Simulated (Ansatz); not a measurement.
Single-point calculation of Ag

The run: single-point calculation of Ag (P2₁/m, 2 atoms in the cell). Method and program: DFT r2SCAN, scalar-relativistic, plane waves, PAW, no spin polarisation (Ansatz 0.2.0).

The structure derives from an entry of the Crystallography Open Database. It belongs to a series of runs on one base structure; here: atom 1 (Ag) moved by (-0.600, -0.300) A along x and y. Figures and captions count atoms from 1; the log counts them from 0 in places.

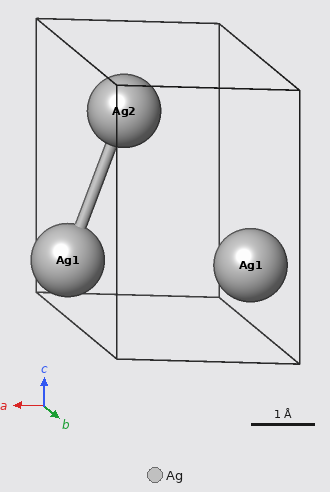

Figure 1. The input geometry (ball-and-stick view of the cell of the calculation, seen at an oblique angle; atoms are numbered from 1 in the order of the input). An atom can appear more than once, as a periodic image. Near neighbours in the periodic cell (some may lie outside the picture): Ag has 2 Ag at 2.60 Å.

**The input**
```yaml
crystal:
  lattice:
    - [2.9299980804, 0.0, 0.0]
    - [-1.4649990402, 2.5374527707, 0.0]
    - [0.0, 0.0, 4.79]
  atoms:
    - { symbol: Ag, position: [0.0694406414, 0.5484378651, 0.25] }
    - { symbol: Ag, position: [0.6666666667, 0.3333333333, 0.75] }
basis:
  ecutwfc: 500
kpoints:
  mp_grid: { grid: [18, 18, 10] }
hamiltonian:
  xc: r2scan
scf:
  occupations: { method: gaussian, width: 0.15 }
output:
  forces: true
  stress: true
  eigenvalues: true
```

Launch command:
```bash
ansatz run input.yaml --threads 1 --pin off --max-ram 2560MiB --backend cpu --events-out ev --progress --plain --runs-dir out
```

**Output**
```
Engine: ansatz 0.2.0, x86_64-unknown-linux-gnu
Pseudopotentials: kind: paw
Pseudopotential: Ag, paw, valence charge 19, recommended cutoff 500 eV (meta_gga), Ag.paw.azcp
Functional definition: r2SCAN
  parameter k0 = 0.174
  parameter k1 = 0.065
  parameter a1 = 4.9479
  exchange = r2scan_x(k0 = k0, k1 = k1, a1 = a1)
  correlation = r2scan_c
Crystal: 2 atoms, lattice volume = 35.612 Å³
Basis set: ecut = 500 eV, 917 PW (Γ), exchange–correlation on 96×96×144 points (64 copies of the dense FFT grid, shifted against one another)
Bands: 23, of which v1, the nominal top of the filled ones, is band 19 counted from 1 (18 counted from 0)
Symmetry: 4 space group operations
Space group: P21/m (ITA 11), of the structure as read, at distance tolerance 3.3e-5 Å
k-points: 984 of 3240
Non-local potential: Ag, projectors of the file, l = 0: 3, l = 1: 2, l = 2: 2, l = 3: 1
PAW form: soft (Blöchl's): semilocal exchange-correlation on the pseudo side does not see the compensation charge
PAW frozen core: Ag, regenerated for the run's functional (the file was generated under x = pbe(κ = 0.804, μ = 0.2195149727645171), c = pbe(β = 0.06672455060314922))
PAW one-centre angular grid: Ag, 590 points (default); XC on 160 Gauss nodes
Initial density: superposition of atomic densities (neutral atoms: chi_scale 0, normalization atom), corrected by the library's trained network
Initial wavefunctions: pseudopotential atomic-orbital guess
Functional: x = r2scan, c = r2scan; τ floored in thin density (d = 2e-4 eV/Å³)
SCF iter   1: F=—  HF=-15207.623111 eV  |F-HF|=—  |Δ(HF+E_count)|=         —  Δρ=1.06e-2  dr2=3.76e-2  dr2_τ=1.50e-3  ethr=1.77e-3  ⟨swp⟩=4.4  Hψ=82573  notcnv=0
preconditioner: auto → Kerker (q_TF=auto, 2.758 Å⁻¹)  [metal: Δε(μ)=0.016 eV  Ē_g=11.724 eV  σ=0.150 eV  W_gap=0.06  n_scr=10 (ndim 8)  ℏωp=29.2 eV  f_vac=0.000  D(μ)=0.55/eV (n_scr^D=2)]
SCF iter   2: F=—  HF=-15207.616323 eV  |F-HF|=—  |Δ(HF+E_count)|=   6.79e-3  Δρ=5.40e-3  dr2=7.44e-3  dr2_τ=8.84e-4  ethr=9.90e-5  ⟨swp⟩=1.1  Hψ=31522  notcnv=0
SCF iter   3: F=—  HF=-15207.616451 eV  |F-HF|=—  |Δ(HF+E_count)|=   1.28e-4  Δρ=1.80e-3  dr2=1.08e-3  dr2_τ=3.79e-5  ethr=1.96e-5  ⟨swp⟩=1.1  Hψ=23249  notcnv=0
SCF iter   4: F=—  HF=-15207.616519 eV  |F-HF|=—  |Δ(HF+E_count)|=   6.81e-5  Δρ=4.69e-4  dr2=3.83e-5  dr2_τ=5.01e-6  ethr=2.84e-6  ⟨swp⟩=2.0  Hψ=32472  notcnv=0
SCF iter   5: F=—  HF=-15207.616575 eV  |F-HF|=—  |Δ(HF+E_count)|=   5.60e-5  Δρ=8.97e-5  dr2=2.51e-6  dr2_τ=1.82e-7  ethr=1.01e-7  ⟨swp⟩=2.1  Hψ=34259  notcnv=0
SCF iter   6: F=—  HF=-15207.616581 eV  |F-HF|=—  |Δ(HF+E_count)|=   5.71e-6  Δρ=2.28e-5  dr2=1.35e-7  dr2_τ=4.34e-9  ethr=6.60e-9  ⟨swp⟩=2.0  Hψ=33377  notcnv=0
SCF iter   7: F=-15207.616581 eV  HF=-15207.616581 eV  |F-HF|=1.20e-8  |Δ(HF+E_count)|=   2.48e-7  Δρ=7.78e-6  dr2=1.87e-8  dr2_τ=8.53e-10  ethr=2.63e-10  ⟨swp⟩=5.5  Hψ=92696  notcnv=0
SCF 1 converged in 7 iterations: F = -15207.616581 eV  dr2 = 1.87e-8
  greatest PAW one-centre occupation: 1.001 electrons in one spin orbital (limit 2), on the Ag atom at site 1 (counted from 0), in its partial waves of l = 1
```

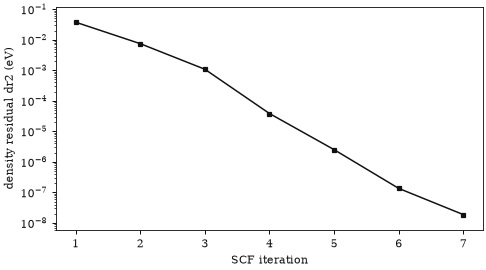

Figure 2. Convergence of the self-consistent field: density residual dr2 against the SCF iteration. The residual falls at every step.

```
SCF converged after 7 iterations
Free energy (F): -15207.616581 eV
Harris-Foulkes:  -15207.616581 eV  (|F-HF|=1.20e-8)
Internal energy: -15207.610363 eV  (E = F + TS)
E sigma→0 (E₀):  -15207.613472 eV
Entropy (-TS):   -0.006218 eV (-3.109 meV/atom)
Fermi energy:    16.419626 eV
--- Per-component energies (eV) ---
  E_band       = -541.727924
  E_kinetic    = 1056.634213
  E_local      = -4578.512737  (includes V_loc(G=0)·N_el)
  E_nonlocal   = 162.792392
  E_hartree    = 2080.198553
  E_xc         = -356.759436
  E_vxc        = -525.628588  (∫ρ·V_xc dr)
  E_paw        = -7845.155042  (= ΣΔE_a)
  E_vpaw       = -855.285253  (= ΣTr[D̂ρ^β])
  E_aug_tail   = 0.000119  (compensation charges beyond the density's cutoff)
  E_vtau       = 37.866225  (kinetic-family band-sum trace: ∫τ·v_τ [+ j·A + Jᵃ·Aᵃ] dr)
  E_ewald      = -5725.789805
  E_core_change = -1.018621  (= ΣΔE_core)
  E_smearing   = -0.006218  (= −TS)
  E_closure    = -0.000000  (closes the sum)
  Σ components = -15207.616581   (vs F -15207.616581, Δ=0.00e0)
--- Forces (eV/Å), atoms counted from 1 ---
  atom   1  Ag     0.70986022     0.44278191     0.00000000
  atom   2  Ag    -0.70986022    -0.44278191     0.00000000
  max |Σ_I F_I| component: 1.11e-16 eV/Å
--- Stress (GPa, compression-positive) ---
       -2.040389       1.942613       0.000000
        1.942613      -3.760147       0.000000
        0.000000       0.000000      10.868316
  P = ⅓ Tr σ = 1.6893 GPa (16.893 kbar)
--- Band table (eV; the first three rows and the last of 984) ---
  k-point 0: bands = ["-78.2029", "-78.1744", "-40.9735", "-40.7627", "-40.7344", "-40.7326", "-40.7169", "-40.7097", "8.7910", "10.1361", "10.6592", "11.5149", "11.5466", "11.6318", "11.8105", "11.8669", "12.1359", "12.8095", "12.9399", "16.2472", "20.0063", "32.5217", "32.9992"]
  k-point 1: bands = ["-78.2022", "-78.1751", "-40.9679", "-40.7660", "-40.7340", "-40.7325", "-40.7174", "-40.7121", "8.8729", "10.1245", "10.6496", "11.4870", "11.5412", "11.6112", "11.7901", "11.9108", "12.1855", "12.8147", "12.9509", "15.7149", "20.6659", "32.5694", "32.9672"]
  k-point 2: bands = ["-78.2002", "-78.1771", "-40.9519", "-40.7774", "-40.7327", "-40.7321", "-40.7187", "-40.7174", "9.1100", "10.0972", "10.6309", "11.4301", "11.5295", "11.5631", "11.7404", "12.0112", "12.3050", "12.8222", "12.9705", "14.6765", "22.0939", "32.6630", "32.8462"]
  k-point 983: bands = ["-78.1790", "-78.1790", "-40.8808", "-40.8808", "-40.8116", "-40.8116", "-40.7465", "-40.7465", "10.1326", "10.1326", "10.3674", "10.3674", "11.9057", "11.9057", "13.0742", "13.0742", "13.1734", "13.1734", "17.9691", "17.9691", "20.2173", "20.2173", "29.0349"]
```

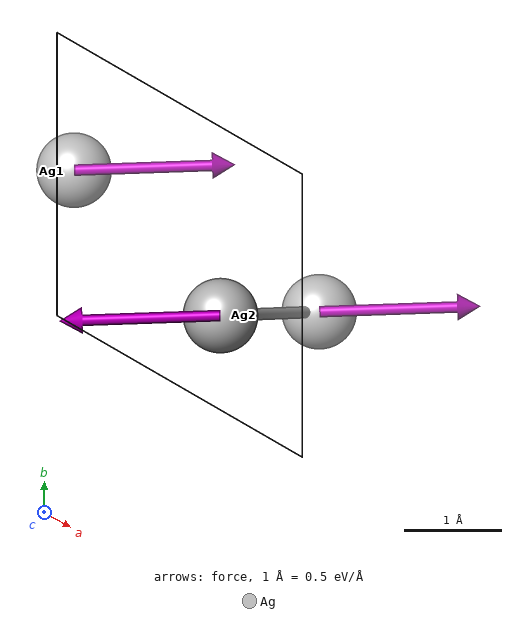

Figure 3. Forces on the atoms as pink arrows (ball-and-stick view of the cell of the calculation, along the c axis; atoms are numbered from 1 in the order of the input). The largest act on Ag1, Ag2 (0.84 eV/Å). The geometry is not a stationary point of this energy.

**Results in brief**

```json
{"quantity": "outcome", "value": "converged"}
{"quantity": "space group (tolerance 0.01 Å)", "value": "P2₁/m (11)"}
{"quantity": "electrons treated", "value": "38"}
{"quantity": "free energy", "value": "−15207.6166 eV"}
{"quantity": "Fermi energy", "value": "16.420 eV"}
{"quantity": "gap on the k-point mesh", "value": "none (metallic)"}
{"quantity": "pressure", "value": "1.69 GPa"}
{"quantity": "largest force (length of the vector)", "value": "0.837 eV/Å"}
{"quantity": "hardware", "value": "1 thread of Intel Xeon @ 2.50GHz (Skylake/Cascade Lake), 189 GiB of memory available, shared host"}
{"quantity": "wall time", "value": "2.3 min"}
{"quantity": "peak memory", "value": "1 GiB"}
```
